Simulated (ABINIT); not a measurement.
Single-point calculation of Al$_{2}$Pt

- system: Al$_{2}$Pt (Fm-3m, 3 atoms in the cell)
- method: Kohn-Sham DFT of a periodic cell, PBEsol, PseudoDojo NC SR PBEsol v0.4.1 standard, no spin polarisation (ABINIT 10.8.3)

The structure derives from an entry of the Crystallography Open Database.

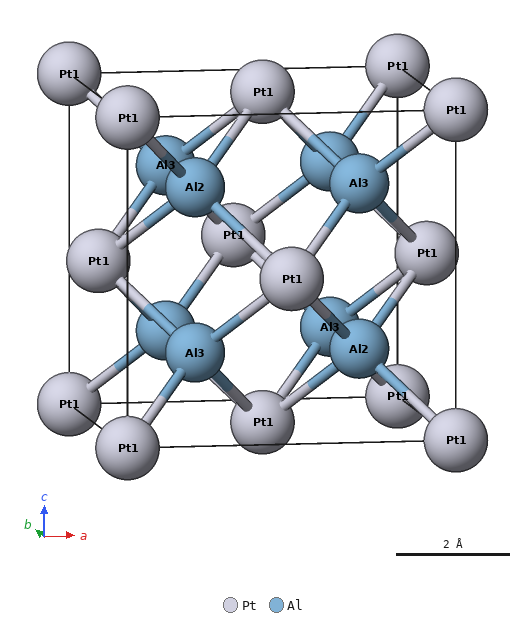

Figure 1. The structure as given in the input (ball-and-stick view of the cell 4 times as large as that of the calculation, set on its symmetry axes, seen slightly off an axis; atoms are numbered from 1 in the order of the input). An atom can appear more than once, as a periodic image.

**The input**
```
# Pseudopotentials
pp_dirpath "./"
pseudos "Pt.upf, Al.upf"

# Structure
acell 3*1.0 Angstrom
rprim
     0.0000000000     2.9550000000     2.9550000000
     2.9550000000     0.0000000000     2.9550000000
     2.9550000000     2.9550000000     0.0000000000
ntypat 2
znucl 78 13
natom 3
typat 1 2 2
xred
     0.0000000000     0.0000000000     0.0000000000
     0.7500000000     0.7500000000     0.7500000000
     0.2500000000     0.2500000000     0.2500000000

# Plane-wave basis
ecut 42.0

# k points
kptopt 1
ngkpt 8 8 8
nshiftk 1
shiftk 0.0 0.0 0.0

# Exchange and correlation
ixc -116133

# Bands and occupations
nband 16
occopt 3
tsmear 0.00183747

# SCF cycle
nstep 100
tolvrs 1.0e-10

# Output
iomode 3
prtwf 0
prtden 0
prteig 0
prtebands 0
```

Command:
```bash
abinit run.abi > log 2>&1
```

**What the program printed**
```
.Version 10.8.3 of ABINIT
 Symmetries : space group Fm -3 m (#225); Bravais cF (face-center cubic)
================================================================================
 Values of the parameters that define the memory need of the present run
     intxc =       0    ionmov =       0      iscf =       7    lmnmax =       8
     lnmax =       8     mgfft =      48  mpssoang =       4    mqgrid =    3001
     natom =       3  nloc_mem =       1    nspden =       1   nspinor =       1
    nsppol =       1      nsym =      48    n1xccc =    2501    ntypat =       2
    occopt =       3   xclevel =       2
       mpw =        4556          nfft =      110592          nkpt =          29
================================================================================
================================================================================

--------------------------------------------------------------------------------
------------- Echo of variables that govern the present computation ------------
--------------------------------------------------------------------------------
 -outvars: echo values of preprocessed input variables --------
            acell      1.8897261259E+00  1.8897261259E+00  1.8897261259E+00 Bohr
              amu      1.95080000E+02  2.69815390E+01
             ecut      4.20000000E+01 Hartree
              ixc     -116133
         kptrlatt        8    0    0      0    8    0      0    0    8
          kptrlen      6.31773401E+01
            natom           3
            nband          16
            ngfft          48      48      48
             nkpt          29
            nstep         100
             nsym          48
           ntypat           2
           occopt           3
           prtden           0
        prtebands           0
           prteig           0
            prtwf           0
            rprim      0.0000000000E+00  2.9550000000E+00  2.9550000000E+00
                       2.9550000000E+00  0.0000000000E+00  2.9550000000E+00
                       2.9550000000E+00  2.9550000000E+00  0.0000000000E+00
          spgroup         225
           tolvrs      1.00000000E-10
           tsmear      1.83747000E-03 Hartree
            typat      1  2  2
           xangst      0.0000000000E+00  0.0000000000E+00  0.0000000000E+00
                       4.4325000000E+00  4.4325000000E+00  4.4325000000E+00
                       1.4775000000E+00  1.4775000000E+00  1.4775000000E+00
            xcart      0.0000000000E+00  0.0000000000E+00  0.0000000000E+00
                       8.3762110531E+00  8.3762110531E+00  8.3762110531E+00
                       2.7920703510E+00  2.7920703510E+00  2.7920703510E+00
             xred      0.0000000000E+00  0.0000000000E+00  0.0000000000E+00
                       7.5000000000E-01  7.5000000000E-01  7.5000000000E-01
                       2.5000000000E-01  2.5000000000E-01  2.5000000000E-01
            znucl       78.00000   13.00000

================================================================================

 chkinp: Checking input parameters for consistency.

================================================================================
== DATASET  1 ==================================================================

--- !DatasetInfo
iteration_state: {dtset: 1, }
dimensions: {natom: 3, nkpt: 29, mband: 16, nsppol: 1, nspinor: 1, nspden: 1, mpw: 4556, }
cutoff_energies: {ecut:  42.0, pawecutdg:  -1.0, }
electrons: {nelect:   2.40000000E+01, charge:   0.00000000E+00, occopt:   3.00000000E+00, tsmear:   1.83747000E-03, }
meta: {optdriver: 0, ionmov: 0, optcell: 0, iscf: 7, paral_kgb: 0, }
...

 Real(R)+Recip(G) space primitive vectors, cartesian coordinates (Bohr,Bohr^-1):
 R(1)=  0.0000000  5.5841407  5.5841407  G(1)= -0.0895393  0.0895393  0.0895393
 R(2)=  5.5841407  0.0000000  5.5841407  G(2)=  0.0895393 -0.0895393  0.0895393
 R(3)=  5.5841407  5.5841407  0.0000000  G(3)=  0.0895393  0.0895393 -0.0895393
 Unit cell volume ucvol=  3.4825636E+02 bohr^3
 Angles (23,13,12)=  6.00000000E+01  6.00000000E+01  6.00000000E+01 degrees

 getcut: wavevector=  0.0000  0.0000  0.0000  ngfft=  48  48  48
         ecut(hartree)=     42.000   => boxcut(ratio)=   2.08344

--- Pseudopotential description ------------------------------------------------
- pspini: atom type   1  psp file is ./Pt.upf
12 -116133 3 -1 1358                          pspcod,pspxc,lmax,lloc,mmax
     nproj     2     2     2     2

- pspini: atom type   2  psp file is ./Al.upf
12 -116133 2 -1 1876                          pspcod,pspxc,lmax,lloc,mmax
     nproj     2     2     2     0

   6.69840415E+02                                ecore*ucvol(ha*bohr**3)
--------------------------------------------------------------------------------

================================================================================

--- !BeginCycle
iteration_state: {dtset: 1, }
solver: {iscf: 7, nstep: 100, nline: 4, wfoptalg: 0, }
tolerances: {tolvrs: 1.00E-10, }
...

     iter   Etot(hartree)      deltaE(h)  residm     vres2
 ETOT  1  -135.11453091745    -1.351E+02 1.201E-01 4.483E+02
 ETOT  2  -135.15069375326    -3.616E-02 1.015E-01 1.104E+03
 ETOT  3  -135.28980778438    -1.391E-01 2.094E-02 1.672E+01
 ETOT  4  -135.29176890270    -1.961E-03 1.034E-02 1.528E-01
 ETOT  5  -135.29178196517    -1.306E-05 1.779E-03 5.457E-02
 ETOT  6  -135.29178827581    -6.311E-06 2.267E-03 1.028E-04
 ETOT  7  -135.29178828716    -1.135E-08 1.010E-03 4.280E-06
 ETOT  8  -135.29178828768    -5.184E-10 1.281E-03 2.918E-07
 ETOT  9  -135.29178828771    -3.374E-11 4.990E-04 1.023E-08
 ETOT 10  -135.29178828772    -5.258E-12 5.676E-04 1.308E-11

 At SCF step   10       vres2   =  1.31E-11 < tolvrs=  1.00E-10 =>converged.

 Cartesian components of stress tensor (hartree/bohr^3)
  sigma(1 1)=  3.47593129E-05  sigma(3 2)=  0.00000000E+00
  sigma(2 2)=  3.47593129E-05  sigma(3 1)=  0.00000000E+00
  sigma(3 3)=  3.47593129E-05  sigma(2 1)=  0.00000000E+00

--- !ResultsGS
iteration_state: {dtset: 1, }
comment   : Summary of ground state results
lattice_vectors:
- [  0.0000000,   5.5841407,   5.5841407, ]
- [  5.5841407,   0.0000000,   5.5841407, ]
- [  5.5841407,   5.5841407,   0.0000000, ]
lattice_lengths: [   7.89717,    7.89717,    7.89717, ]
lattice_angles: [ 60.000,  60.000,  60.000, ] # degrees, (23, 13, 12)
lattice_volume:   3.4825636E+02
convergence: {deltae: -5.258E-12, res2:  1.308E-11, residm:  5.676E-04, diffor: null, }
etotal    :  -1.35291788E+02
entropy   :   0.00000000E+00
fermie    :   3.34757807E-01
cartesian_stress_tensor: # hartree/bohr^3
- [  3.47593129E-05,   0.00000000E+00,   0.00000000E+00, ]
- [  0.00000000E+00,   3.47593129E-05,   0.00000000E+00, ]
- [  0.00000000E+00,   0.00000000E+00,   3.47593129E-05, ]
pressure_GPa:  -1.0227E+00
xred      :
- [  0.0000E+00,   0.0000E+00,   0.0000E+00, Pt]
- [  7.5000E-01,   7.5000E-01,   7.5000E-01, Al]
- [  2.5000E-01,   2.5000E-01,   2.5000E-01, Al]
cartesian_forces: # hartree/bohr
- [  2.51143276E-31,   7.29842950E-48,  -2.51143276E-31, ]
- [  1.56964547E-31,  -9.41787283E-32,  -1.56964547E-31, ]
- [ -4.08107823E-31,   9.41787283E-32,   4.08107823E-31, ]
force_length_stats: {min:   2.41133513E-31, max:   5.84785108E-31, mean:   3.93696283E-31, }
...

 Integrated electronic density in atomic spheres:
 ------------------------------------------------
 Atom  Sphere_radius  Integrated_density
    1        2.00000         14.56120056
    2        2.00000          0.89572574
    3        2.00000          0.89572574
================================================================================

 ----iterations are completed or convergence reached----

 Mean square residual over all n,k,spin=   34.078E-07; max=  56.761E-05
 reduced coordinates (array xred) for    3 atoms
       0.000000000000      0.000000000000      0.000000000000
       0.750000000000      0.750000000000      0.750000000000
       0.250000000000      0.250000000000      0.250000000000
 rms dE/dt=  1.7877E-30; max dE/dt=  3.1554E-30; dE/dt below (all hartree)
    1       0.000000000000      0.000000000000      0.000000000000
    2       0.000000000000      0.000000000000      0.000000000000
    3      -0.000000000000      0.000000000000      0.000000000000

 cartesian coordinates (angstrom) at end:
    1      0.00000000000000     0.00000000000000     0.00000000000000
    2      4.43250000000000     4.43250000000000     4.43250000000000
    3      1.47750000000000     1.47750000000000     1.47750000000000

 cartesian forces (hartree/bohr) at end:
    1      0.00000000000000     0.00000000000000    -0.00000000000000
    2      0.00000000000000    -0.00000000000000    -0.00000000000000
    3     -0.00000000000000     0.00000000000000     0.00000000000000
 frms,max,avg= 2.4181372E-31 4.0810782E-31   0.000E+00  0.000E+00  0.000E+00 h/b

 cartesian forces (eV/Angstrom) at end:
    1      0.00000000000000     0.00000000000000    -0.00000000000000
    2      0.00000000000000    -0.00000000000000    -0.00000000000000
    3     -0.00000000000000     0.00000000000000     0.00000000000000
 frms,max,avg= 1.2434562E-29 2.0985748E-29   0.000E+00  0.000E+00  0.000E+00 e/A
 length scales=  1.889726125908  1.889726125908  1.889726125908 bohr
              =  1.000000000000  1.000000000000  1.000000000000 angstroms
 Fermi (or HOMO) energy (hartree) =   0.33476   Average Vxc (hartree)=  -0.40171
 Eigenvalues (hartree) for nkpt=  29  k points:
 kpt#   1, nband= 16, wtk=  0.00195, kpt=  0.0000  0.0000  0.0000 (reduced coord)
  -3.30266   -1.61678   -1.61678   -1.61678   -0.04024    0.15017    0.15017    0.15017
   0.20019    0.20019    0.44526    0.47579    0.47579    0.47579    0.53509    0.53509
      occupation numbers for kpt#   1
   2.00000    2.00000    2.00000    2.00000    2.00000    2.00000    2.00000    2.00000
   2.00000    2.00000    0.00000    0.00000    0.00000    0.00000    0.00000    0.00000
 prteigrs : prtvol=0 or 1, do not print more k-points.

--- !EnergyTerms
iteration_state     : {dtset: 1, }
comment             : Components of total free energy in Hartree
kinetic             :  3.89378632799940E+01
hartree             :  3.83585883422414E+01
xc                  : -2.58426455312258E+01
Ewald energy        : -7.88329075479523E+01
psp_core            :  1.92341187815703E+00
local_psp           : -1.18593333666678E+02
non_local_psp       :  8.75769037452327E+00
internal            : -1.35291332870940E+02
'-kT*entropy'       : -4.55416777607632E-04
total_energy        : -1.35291788287718E+02
total_energy_eV     : -3.68147710700658E+03
band_energy         : -1.34398806507185E+01
...

 Cartesian components of stress tensor (hartree/bohr^3)
  sigma(1 1)=  3.47593129E-05  sigma(3 2)=  0.00000000E+00
  sigma(2 2)=  3.47593129E-05  sigma(3 1)=  0.00000000E+00
  sigma(3 3)=  3.47593129E-05  sigma(2 1)=  0.00000000E+00

-Cartesian components of stress tensor (GPa)         [Pressure= -1.0227E+00 GPa]
- sigma(1 1)=  1.02265429E+00  sigma(3 2)=  0.00000000E+00
- sigma(2 2)=  1.02265429E+00  sigma(3 1)=  0.00000000E+00
- sigma(3 3)=  1.02265429E+00  sigma(2 1)=  0.00000000E+00

== END DATASET(S) ==============================================================
================================================================================

 -outvars: echo values of variables after computation  --------
            acell      1.8897261259E+00  1.8897261259E+00  1.8897261259E+00 Bohr
           etotal     -1.3529178829E+02
            fcart      2.5114327555E-31  7.2984295017E-48 -2.5114327555E-31
                       1.5696454722E-31 -9.4178728332E-32 -1.5696454722E-31
                      -4.0810782277E-31  9.4178728332E-32  4.0810782277E-31
            rprim      0.0000000000E+00  2.9550000000E+00  2.9550000000E+00
                       2.9550000000E+00  0.0000000000E+00  2.9550000000E+00
                       2.9550000000E+00  2.9550000000E+00  0.0000000000E+00
           strten      3.4759312908E-05  3.4759312908E-05  3.4759312908E-05
                       0.0000000000E+00  0.0000000000E+00  0.0000000000E+00
           xangst      0.0000000000E+00  0.0000000000E+00  0.0000000000E+00
                       4.4325000000E+00  4.4325000000E+00  4.4325000000E+00
                       1.4775000000E+00  1.4775000000E+00  1.4775000000E+00
             xred      0.0000000000E+00  0.0000000000E+00  0.0000000000E+00
                       7.5000000000E-01  7.5000000000E-01  7.5000000000E-01
                       2.5000000000E-01  2.5000000000E-01  2.5000000000E-01
 Calculation completed.
```

**Results in brief**

| quantity | value |
| --- | --- |
| outcome | converged |
| space group (tolerance 0.01 Å) | Fm-3m (225) |
| electrons treated | 24 |
| free energy | −3681.4771 eV |
| Fermi energy | 9.109 eV |
| gap on the k-point mesh | none (metallic) |
| pressure | −1.02 GPa |
| largest force (length of the vector) | under 0.001 eV/Å |
| hardware | 1 thread of Arm Neoverse V1, 24 GiB of memory available, shared host |
| wall time | 90 s |
| peak memory | 0.11 GiB |

Spin–orbit coupling is left out, which matters for Pt.
